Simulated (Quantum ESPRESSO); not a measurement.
# Energy of CuO along an even scaling of the cell

System: CuO (4 atoms in the cell).
Method: Kohn-Sham DFT of a periodic cell, PBEsol, GBRV 1.5 PBEsol, no spin polarisation (Quantum ESPRESSO 7.5).

The 7 runs differ only in the geometry, by an even scaling of the cell at fixed fractional positions. The structure derives from a Materials Project entry.

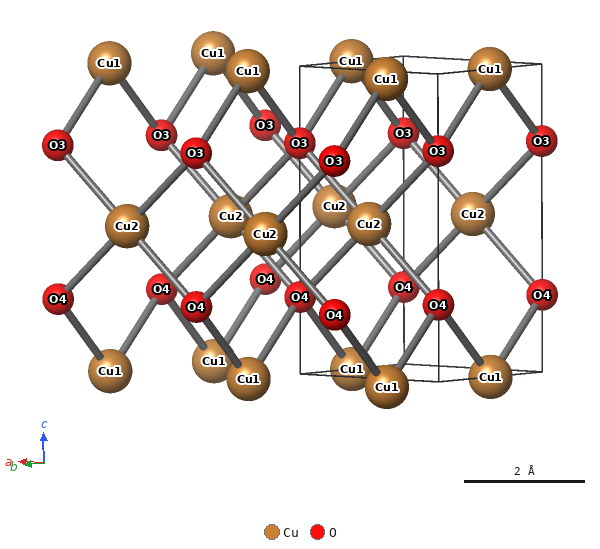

Figure 1. The structure of run 4 (ball-and-stick view of the cell of the calculation, repeated 2 × 2 × 1, seen at an oblique angle; atoms are numbered from 1 in the order of the input). An atom can appear more than once, as a periodic image.

## Input of run 4
```
&CONTROL
  calculation = 'scf'
  prefix = 'pwscf'
  outdir = './tmp'
  pseudo_dir = './pseudo'
  tstress = .true.
  disk_io = 'nowf'
/
&SYSTEM
  ibrav = 0
  nat = 4
  ntyp = 2
  ecutwfc = 56
  ecutrho = 448
  nbnd = 34
  occupations = 'smearing'
  smearing = 'fd'
  degauss = 0.00367493
/
&ELECTRONS
  conv_thr = 8d-10
  electron_maxstep = 120
  mixing_beta = 0.5
/
ATOMIC_SPECIES
Cu    63.5460 cu_pbesol_v1.2.uspp.F.UPF
O     15.9990 o_pbesol_v1.2.uspp.F.UPF
CELL_PARAMETERS angstrom
   2.8795009639    0.0000000000    0.0000000000
   0.0390727580    2.8792794796    0.0000000000
   0.0174953863    0.0172449008    5.1763391994
ATOMIC_POSITIONS crystal
Cu     0.0000000000    0.5000000000    0.0000000000
Cu     0.5000000000    0.0000000000    0.5000000000
O      0.9984239700    0.0016717800    0.7498871000
O      0.0015760300    0.9983282200    0.2501129000
K_POINTS automatic
5 5 3 0 0 0
```

Command:
```bash
OMP_NUM_THREADS=1 pw.x -in pw.in > pw.out
```

Run 2 differs from it as follows:
```diff
-   2.8795009639    0.0000000000    0.0000000000
-   0.0390727580    2.8792794796    0.0000000000
-   0.0174953863    0.0172449008    5.1763391994
+   2.8405840181    0.0000000000    0.0000000000
+   0.0385446830    2.8403655272    0.0000000000
+   0.0172589332    0.0170118330    5.1063800938
```

## Results, with one run withheld

```tsv
run	volume per atom (Å³)	free energy per atom, from the lowest run given (meV)	pressure (GPa)
1	10.085	17.92	10.46
2	10.300	?	?
3	10.515	0.67	1.85
4	10.729	0.00	−1.67
5	10.944	3.85	−4.92
6	11.158	11.77	−7.76
7	11.373	23.29	−10.27
```

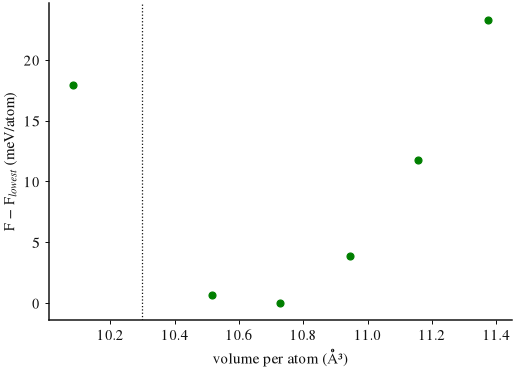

Figure 2. Free energy per atom of the runs given; the dotted line marks run 2.

Estimate the energy of run 2 from the others.

A cubic polynomial in V^(−2/3) (the Birch–Murnaghan form), fitted to the 6 runs given, misses them by at most 0.02 meV per atom. With x = V^(−2/3) − 0.20484 Å⁻², it reads F = 0.60624 − 1056.6 x + 3.0422e+05 x² + 4.9019e+05 x³ (meV per atom). At run 2 it gives 6.43 meV per atom, and the run itself gives 6.47. The slope of the fit gives a pressure −dF/dV of 6.35 GPa there, and the run prints 5.98 GPa. The two needn't agree exactly: the fit is approximate, and the printed stress is taken on a finite basis. The fit has its minimum at 10.651 Å³ per atom, where V d²F/dV² gives 175 GPa. Cell shape and fractional positions are held, so this is the stiffness under even scaling; the relaxed bulk modulus wasn't computed.

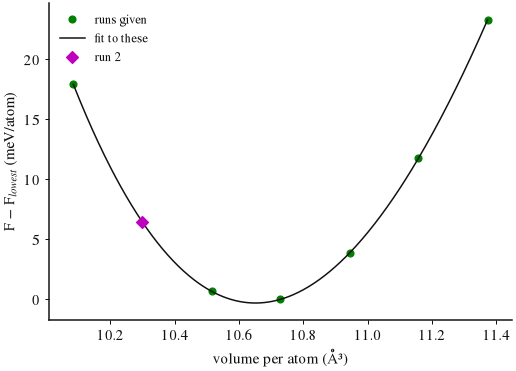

Figure 3. The fit and the withheld run.

## Some lines of the output (run 2)
```
[...]
     total energy              =    -871.36761958 Ry
     total energy              =    -871.36636154 Ry
     total energy              =    -871.36698772 Ry
     total energy              =    -871.36711925 Ry
     total energy              =    -871.36710690 Ry
     total energy              =    -871.36712528 Ry
     total energy              =    -871.36712658 Ry
     total energy              =    -871.36712674 Ry
     total energy              =    -871.36712677 Ry
     the Fermi energy is    11.7688 ev
!    total energy              =    -871.36712677 Ry
     The total energy is F=E-TS. E is the sum of the following terms:
     Computing stress (Cartesian axis) and pressure
          total   stress  (Ry/bohr**3)                   (kbar)     P=       59.82
```

Notes: Points of doubt noted for this run: coarse mesh. The run has no spin polarisation, so a magnetic state may lie lower.
